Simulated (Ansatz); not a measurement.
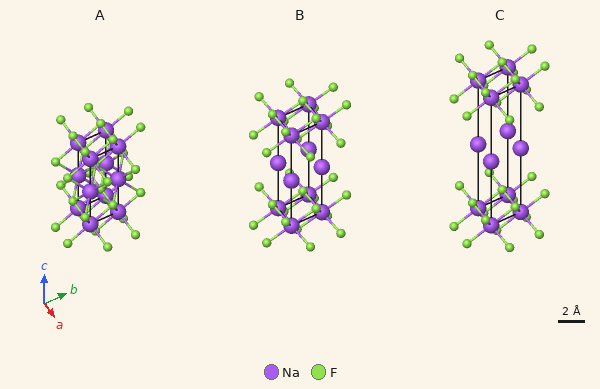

3 geometries from one relaxation of crystalline NaF (a generated structure, set up in P-3m1), in shuffled order. A ball-and-stick model of the cell of the calculation, seen from a free direction.

The calculation used DFT PBE, scalar-relativistic, plane waves, PAW (Ansatz 0.2.0). Settings: plane-wave cutoff 420 eV; k-point mesh 18 × 18 × 4; occupations gaussian; smearing width 0.1 eV; collinear spin; cell and atoms relaxed; force threshold 0.01 eV/Å; at most 80 steps.

**Put them in the order of the run, from the start to the converged end.**

C, B, A. They are steps 0, 6, 18, at +1305 meV per atom, +714 meV per atom relative to the last. The largest moves relative to the cell, 0.74 Å, are those of F atoms. Na stays in place. Cell: a = b 3.474 → 3.255 Å (−6.3 %), c 11.117 → 5.696 Å (−48.8 %). Volume −55.0 %. Near-neighbour distances that change, for instance: Na–Na 5.558 → 2.848 Å, F–Na 4.676 → 2.358 Å, Na–Na 3.474 → 3.255 Å, F–Na 2.409 → 2.358 Å. New bonds form: F–Na (4.68 → 2.36 Å). Bond angles that change, for instance: Na–F–Na 92.3° → 87.3°, F–Na–F 92.3° → 87.3°, F–Na–F 87.7° → 92.7°. The space group (tolerance 0.01 Å) goes from P-3m1 (No. 164) to P6_3/mmc (No. 194). Over 16 accepted moves (18 points after the start) the energy falls by 1305 meV per atom. Largest force component: 0.04 eV/Å at the start, under 0.0001 eV/Å at the end. Pressure: −1.25 GPa at the start and −0.04 GPa at the end. The SCF was repeated twice at an unchanged geometry on a basis and grid sized afresh for the cell, which shifted the energy by 2.8 meV per atom at most. The program noted that the starting moments weren't kept. Cost: 11 min on 1 thread of Arm Neoverse V1 (shared host), peak memory 0.71 GiB.
